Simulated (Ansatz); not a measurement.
The coordinates of a crystal:

```xyz
2
Lattice="2.9900 0.0040 0.9108 0.6465 2.2123 -2.1210 -0.6506 2.2166 2.1153" Properties=species:S:1:pos:R:3 pbc="T T T"
Mo    0.6465    2.2123   -2.1210
Mo    1.4930    2.2164    0.4525
```

**Say what kind of structure these coordinates give.**

The element is molybdenum. Within 0.01 Å the space group is Im-3m (No. 229), body-centred cubic: body-centred cubic (W type). The cell holds two atoms. The Mo atoms are each bonded to eight Mo in a cubic arrangement at 2.71 Å. Not all metal-metal contacts are counted. The bonds build a three-dimensional framework.

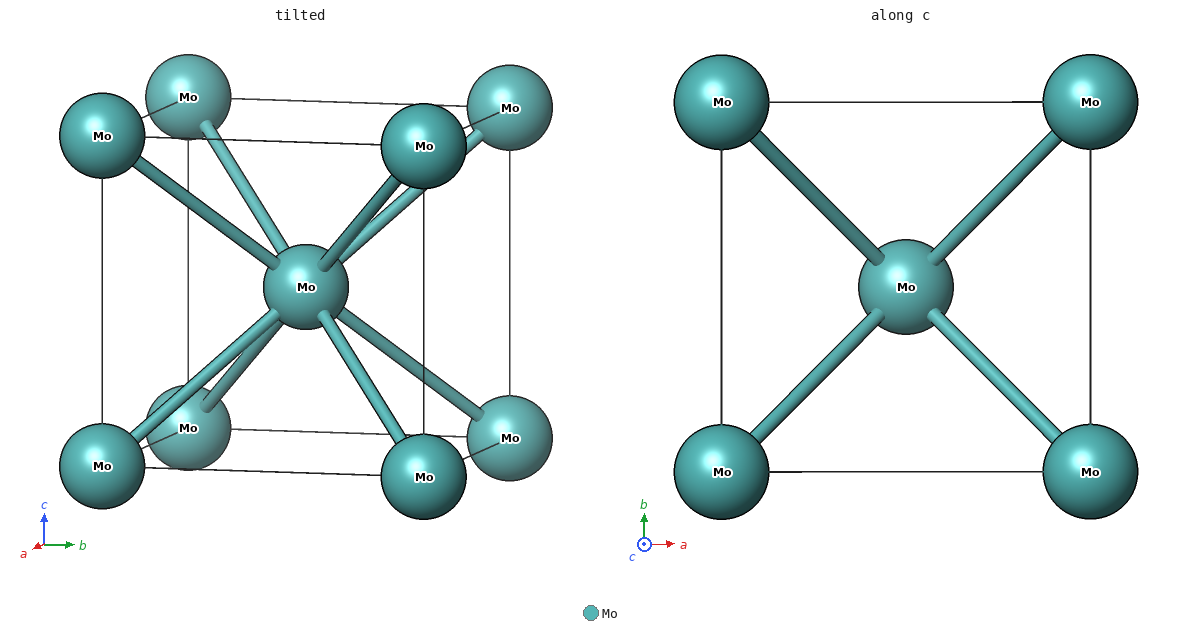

A ball-and-stick rendering, viewed slightly off an axis and along the c axis. The outline marks the drawn cell (a repeat of the simulation cell). Colours: molybdenum teal.

Origin of the cell: a structure listed in the Materials Project. This is the structure after a relaxation with DFT PBEsol, scalar-relativistic, plane waves, PAW (Ansatz 0.2.0).
